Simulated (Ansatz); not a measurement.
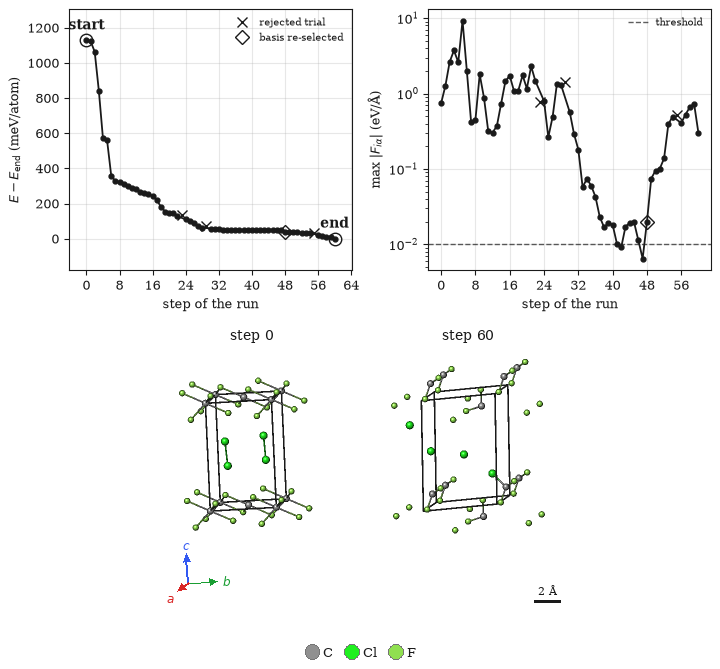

First and last geometry of a relaxation of solid CCl$_{2}$F$_{2}$ (built on the CaGa2As2-166 type type), with the history of the run. The picture is a ball-and-stick view of the cell of the calculation, reduced to other axes, seen slightly off an axis. Lengths and directions refer to the drawn axes.

Case: shaken.

The calculation used DFT, PBEsol, plane waves, PAW in Ansatz. Set-up: plane-wave cutoff 420 eV; k-point mesh 4 × 6 × 6; occupations fermi dirac; smearing width 0.05 eV; no spin polarisation; cell and atoms relaxed; force threshold 0.01 eV/Å; at most 120 steps.

Read the history and describe the run.

Answer. The run was cut off at its time limit before the relaxation converged, so the last structure is only a point on the way. The energy falls by 1128 meV per atom in 56 accepted moves (60 points after the start). The largest force component goes from 0.74 to 0.3 eV/Å. The pressure goes from 0.05 to −0.24 GPa. The line search rejected the trial steps at points 23, 29, 55 of the run. At 1 point the geometry stayed and the basis and grid were re-selected for the new cell (energy shift of 11.1 meV per atom at most each time). The atom that moves furthest relative to the cell is a Cl atom (2.81 Å along [0 −3 1]). Largest moves by element: Cl 2.81 Å, C 2.66 Å, F 2.28 Å. The drawn cell changes as follows: a 3.191 → 3.577 Å (+12.1 %), b 5.432 → 6.026 Å (+10.9 %), c 9.224 → 9.612 Å (+4.2 %), α 83.6° → 80.3°, β 80.3° → 77.4°, γ 89.8° → 94.0°; the volume changes by +26.5 %. Some distances before and after: C–Cl 5.822 → 1.745 Å, C–Cl 4.941 → 2.294 Å, C–Cl 4.006 → 1.712 Å, C–F 2.014 → 4.008 Å. New bonds form, among them: Cl–Cl (3.67 → 2.10 Å), C–Cl (4.01 → 1.71 Å), C–Cl (5.82 → 1.75 Å), C–F (2.02 → 1.34 Å). Bonds break, among them: Cl–Cl (1.96 → 2.72 Å), Cl–Cl (1.98 → 3.21 Å). The space group stays P1 (No. 1).

Limits of the set-up: layers or molecules are held without a dispersion correction, so their spacing is unreliable.
